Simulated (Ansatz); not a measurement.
**Two runs on ScAl**

System: ScAl (Pm-3m, 2 atoms in the cell).
Method of run 1: DFT PBEsol, scalar-relativistic, plane waves, PAW, no spin polarisation (Ansatz 0.2.0).

The structure derives from a Materials Project entry. Text and figures count atoms from 1; the logs count them from 0 in places.

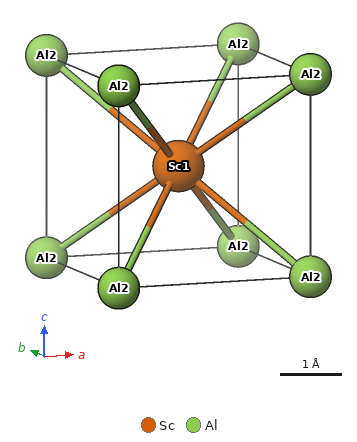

Fig. 1: The starting structure (ball-and-stick view of the cell of the calculation, seen slightly off an axis; atoms are numbered from 1 in the order of the input). An atom can appear more than once, as a periodic image.

### Input, run 1
```yaml
crystal:
  lattice:
    - [3.37034897, 0.0, 0.0]
    - [0.0, 3.37034897, 0.0]
    - [0.0, 0.0, 3.37034897]
  atoms:
    - { symbol: Sc, position: [0.5, 0.5, 0.5] }
    - { symbol: Al, position: [0.0, 0.0, 0.0] }
basis:
  ecutwfc: 420
kpoints:
  mp_grid: { grid: [12, 12, 12] }
hamiltonian:
  xc: pbesol
scf:
  occupations: { method: gaussian, width: 0.1 }
output:
  forces: true
  stress: true
  eigenvalues: true
relax:
  adjacent_minimum: "off"
  f_tol: 0.01
  max_steps: 60
  cell: { stress_tol: 0.05 }
```

Command:
```bash
ansatz run input.yaml --threads 1 --pin off --max-ram 2560MiB --backend cpu --events-out ev --progress --plain --runs-dir out
```

Hardware: 1 thread of Intel Xeon @ 2.50GHz (Skylake/Cascade Lake), 192 GiB of memory available, shared host.

### Output, shortened to warnings, some set-up lines, iterations and results (run 1)
```
Basis set: ecut = 420 eV, 739 PW (Γ), exchange–correlation on 48×48×48 points (8 copies of the dense FFT grid, shifted against one another)
Symmetry: 48 space group operations
k-points: 84 of 1728
Initial density: superposition of atomic densities (neutral atoms: chi_scale 0, normalization atom), corrected by the library's trained network
[...]
SCF iter   1: F=—  HF=-2636.849048 eV  |F-HF|=—  |Δ(HF+E_count)|=         —  Δρ=2.55e-3  dr2=3.63e-3  ethr=1.77e-3  ⟨swp⟩=5.0  Hψ=4890  notcnv=0
SCF iter   2: F=—  HF=-2636.847904 eV  |F-HF|=—  |Δ(HF+E_count)|=   1.14e-3  Δρ=1.60e-3  dr2=1.54e-3  ethr=2.59e-5  ⟨swp⟩=1.0  Hψ=1596  notcnv=0
SCF iter   3: F=—  HF=-2636.847380 eV  |F-HF|=—  |Δ(HF+E_count)|=   5.24e-4  Δρ=3.37e-4  dr2=6.54e-5  ethr=1.10e-5  ⟨swp⟩=2.0  Hψ=1178  notcnv=0
SCF iter   4: F=—  HF=-2636.847356 eV  |F-HF|=—  |Δ(HF+E_count)|=   2.36e-5  Δρ=1.78e-4  dr2=1.91e-5  ethr=4.67e-7  ⟨swp⟩=2.3  Hψ=1421  notcnv=0
SCF iter   5: F=—  HF=-2636.847351 eV  |F-HF|=—  |Δ(HF+E_count)|=   4.80e-6  Δρ=7.70e-5  dr2=3.45e-6  ethr=1.37e-7  ⟨swp⟩=1.9  Hψ=1028  notcnv=0
[... 24 lines ...]
SCF iter   3: F=—  HF=-2636.852416 eV  |F-HF|=—  |Δ(HF+E_count)|=   1.01e-8  Δρ=2.24e-6  dr2=2.14e-9  ethr=4.44e-11  ⟨swp⟩=2.3  Hψ=1271  notcnv=0
SCF iter   4: F=—  HF=-2636.852416 eV  |F-HF|=—  |Δ(HF+E_count)|=  5.55e-10  Δρ=5.58e-7  dr2=1.21e-10  ethr=1.53e-11  ⟨swp⟩=2.4  Hψ=1443  notcnv=0
SCF iter   5: F=-2636.852416 eV  HF=-2636.852416 eV  |F-HF|=9.09e-13  |Δ(HF+E_count)|=  2.18e-11  Δρ=2.09e-7  dr2=9.64e-12  ethr=1.00e-12  ⟨swp⟩=3.5  Hψ=3471  notcnv=0
SCF 5 converged in 5 iterations: F = -2636.852416 eV  dr2 = 9.64e-12
relax step   5: F+E_penalty+E_count = -2636.85241617 eV  Δ(F+E_penalty+E_count) = +1.713e-4 eV  max|allowed force component| = 4.207e-30 eV/Å  Δτ_max = 0.0000 Å  P = -0.009 …
basis re-selected at this cell: Δ(F+E_penalty+E_count) = +1.713e-4 eV, ΔP = -0.007 GPa vs the last step (what re-selecting the basis moved, of the pressure what is left beyond the Pulay correction that the steps carried, after the strain that the cell walked since its last selection, with what the …
SCF converged after 5 iterations
Free energy (F): -2636.852416 eV
Harris-Foulkes:  -2636.852416 eV  (|F-HF|=9.09e-13)
Internal energy: -2636.848933 eV  (E = F + TS)
E sigma→0 (E₀):  -2636.850675 eV
Entropy (-TS):   -0.003483 eV (-1.742 meV/atom)
Fermi energy:    9.782877 eV
--- Per-component energies (eV) ---
  E_band       = -147.255383
  E_kinetic    = 285.319767
  E_local      = -908.526797  (includes V_loc(G=0)·N_el)
  E_nonlocal   = 94.924616
  E_hartree    = 329.890554
  E_xc         = -143.420792
  E_vxc        = -158.612074  (∫ρ·V_xc dr)
  E_paw        = -1387.185374  (= ΣΔE_a)
  E_vpaw       = -120.142043  (= ΣTr[D̂ρ^β])
  E_aug_tail   = 0.000009  (compensation charges beyond the density's cutoff)
  E_ewald      = -907.999081
  E_core_change = 0.148164  (= ΣΔE_core)
  E_smearing   = -0.003483  (= −TS)
  E_closure    = -0.000000  (closes the sum)
  Σ components = -2636.852416   (vs F -2636.852416, Δ=0.00e0)
--- Forces (eV/Å), atoms counted from 1 ---
  atom   1  Sc    -0.00000000     0.00000000    -0.00000000
  atom   2  Al     0.00000000    -0.00000000    -0.00000000
  max |Σ_I F_I| component: 8.81e-30 eV/Å
--- Stress (GPa, compression-positive) ---
       -0.008561      -0.000000       0.000000
       -0.000000      -0.008561       0.000000
        0.000000       0.000000      -0.008561
  P = ⅓ Tr σ = -0.0086 GPa (-0.086 kbar)
--- Relaxed structure (4 steps of the walk, 4 accepted, 1 SCFs on fresh bases) ---
  F+E_penalty+E_count = -2636.85241617 eV   max|allowed force component| = 4.207e-30 eV/Å   (the final SCF, on the basis selected at the relaxed cell)
  cell:  # Å, volume = 37.4073 Å³
    - [3.3444038801108085, 1.8055593228630334e-34, -2.547844822262281e-34]
    - [6.941372507895662e-34, 3.3444038801108085, 0.0]
    - [-2.547844822262281e-34, 0.0, 3.3444038801108085]
  atoms:
    - { symbol: Sc, position: [0.49999999999999994, 0.49999999999999994, 0.49999999999999994] }
    - { symbol: Al, position: [-2.3809724669597693e-36, 5.952431167437995e-37, 1.6241113828247928e-48] }
```

The input of run 2 differs as follows (lines with − go, lines with + come):
```diff
-  xc: pbesol
+  xc: lda
```

How does run 2 compare with run 1?

The total energies belong to different methods, so their difference says nothing on which is more stable or more accurate. The volume per atom goes from 18.70 to 18.09 Å³. The functional changes from PBEsol to LDA. The number of SCF iterations is the same.

### Output, shortened to warnings, some set-up lines, iterations and results (run 2)
```
Basis set: ecut = 420 eV, 739 PW (Γ)
Symmetry: 48 space group operations
k-points: 84 of 1728
Initial density: superposition of atomic densities (neutral atoms: chi_scale 0, normalization atom), corrected by the library's trained network
[...]
SCF iter   1: F=—  HF=-2602.843839 eV  |F-HF|=—  |Δ(HF+E_count)|=         —  Δρ=3.95e-3  dr2=6.59e-3  ethr=1.77e-3  ⟨swp⟩=5.0  Hψ=4901  notcnv=0
SCF iter   2: F=—  HF=-2602.842860 eV  |F-HF|=—  |Δ(HF+E_count)|=   9.79e-4  Δρ=2.43e-3  dr2=2.18e-3  ethr=4.71e-5  ⟨swp⟩=1.0  Hψ=1596  notcnv=0
SCF iter   3: F=—  HF=-2602.842574 eV  |F-HF|=—  |Δ(HF+E_count)|=   2.86e-4  Δρ=6.14e-4  dr2=2.46e-4  ethr=1.56e-5  ⟨swp⟩=1.9  Hψ=1103  notcnv=0
SCF iter   4: F=—  HF=-2602.842505 eV  |F-HF|=—  |Δ(HF+E_count)|=   6.88e-5  Δρ=1.44e-4  dr2=6.10e-6  ethr=1.75e-6  ⟨swp⟩=2.5  Hψ=1381  notcnv=0
SCF iter   5: F=—  HF=-2602.842506 eV  |F-HF|=—  |Δ(HF+E_count)|=   1.01e-6  Δρ=1.42e-5  dr2=7.81e-8  ethr=4.36e-8  ⟨swp⟩=2.3  Hψ=1201  notcnv=0
[... 24 lines ...]
SCF iter   3: F=—  HF=-2602.872863 eV  |F-HF|=—  |Δ(HF+E_count)|=   1.80e-8  Δρ=9.95e-6  dr2=3.56e-9  ethr=1.91e-10  ⟨swp⟩=2.6  Hψ=1365  notcnv=0
SCF iter   4: F=—  HF=-2602.872863 eV  |F-HF|=—  |Δ(HF+E_count)|=   1.39e-8  Δρ=2.73e-6  dr2=2.64e-10  ethr=2.55e-11  ⟨swp⟩=1.8  Hψ=1105  notcnv=0
SCF iter   5: F=-2602.872863 eV  HF=-2602.872863 eV  |F-HF|=2.09e-11  |Δ(HF+E_count)|=   1.12e-9  Δρ=3.69e-7  dr2=5.05e-12  ethr=1.00e-12  ⟨swp⟩=3.2  Hψ=3621  notcnv=0
SCF 5 converged in 5 iterations: F = -2602.872863 eV  dr2 = 5.05e-12
relax step   5: F+E_penalty+E_count = -2602.87286325 eV  Δ(F+E_penalty+E_count) = +3.047e-4 eV  max|allowed force component| = 1.887e-29 eV/Å  Δτ_max = 0.0000 Å  P = -0.033 …
basis re-selected at this cell: Δ(F+E_penalty+E_count) = +3.047e-4 eV, ΔP = -0.015 GPa vs the last step (what re-selecting the basis moved, of the pressure what is left beyond the Pulay correction that the steps carried, after the strain that the cell walked since its last selection, with what the …
SCF converged after 5 iterations
Free energy (F): -2602.872863 eV
Harris-Foulkes:  -2602.872863 eV  (|F-HF|=2.09e-11)
Internal energy: -2602.869582 eV  (E = F + TS)
E sigma→0 (E₀):  -2602.871223 eV
Entropy (-TS):   -0.003281 eV (-1.640 meV/atom)
Fermi energy:    9.991360 eV
--- Per-component energies (eV) ---
  E_band       = -142.576158
  E_kinetic    = 286.422096
  E_local      = -898.840864  (includes V_loc(G=0)·N_el)
  E_nonlocal   = 98.325742
  E_hartree    = 326.366938
  E_xc         = -143.588870
  E_vxc        = -159.313222  (∫ρ·V_xc dr)
  E_paw        = -1353.839490  (= ΣΔE_a)
  E_vpaw       = -121.903762  (= ΣTr[D̂ρ^β])
  E_aug_tail   = 0.000006  (compensation charges beyond the density's cutoff)
  E_ewald      = -918.075780
  E_core_change = 0.360639  (= ΣΔE_core)
  E_smearing   = -0.003281  (= −TS)
  E_closure    = -0.000000  (closes the sum)
  Σ components = -2602.872863   (vs F -2602.872863, Δ=0.00e0)
--- Forces (eV/Å), atoms counted from 1 ---
  atom   1  Sc    -0.00000000     0.00000000     0.00000000
  atom   2  Al    -0.00000000     0.00000000     0.00000000
  max |Σ_I F_I| component: 3.80e-29 eV/Å
--- Stress (GPa, compression-positive) ---
       -0.033005      -0.000000       0.000000
       -0.000000      -0.033005       0.000000
        0.000000       0.000000      -0.033005
  P = ⅓ Tr σ = -0.0330 GPa (-0.330 kbar)
--- Relaxed structure (4 steps of the walk, 4 accepted, 1 SCFs on fresh bases) ---
  F+E_penalty+E_count = -2602.87286325 eV   max|allowed force component| = 1.887e-29 eV/Å   (the final SCF, on the basis selected at the relaxed cell)
  cell:  # Å, volume = 36.1890 Å³
    - [3.307696068543473, -1.6049416203226964e-34, -8.9876730738071e-34]
    - [-3.2098832406453924e-35, 3.307696068543473, -1.925929944387236e-34]
    - [-5.135813185032629e-34, -6.419766481290786e-35, 3.307696068543473]
  atoms:
    - { symbol: Sc, position: [0.49999999999999994, 0.49999999999999994, 0.49999999999999994] }
[...]
```

### The two runs side by side

| quantity | run 1 | run 2 |
| --- | --- | --- |
| outcome | converged | converged |
| free energy per atom (eV) | −1318.4262 | −1301.4364 |
| energy per atom, smearing taken to zero (eV) | −1318.4253 | −1301.4356 |
| gap on the mesh (eV) | 0.00 | 0.00 |
| pressure (GPa) | −0.01 | −0.03 |
| volume per atom (Å³) | 18.70 | 18.09 |
| largest force (eV/Å) | 0.000 | 0.000 |
| SCF iterations | 24 | 24 |
| irreducible k-points | 84 | 84 |
| wall time (shared host) | 15 s | 14 s |
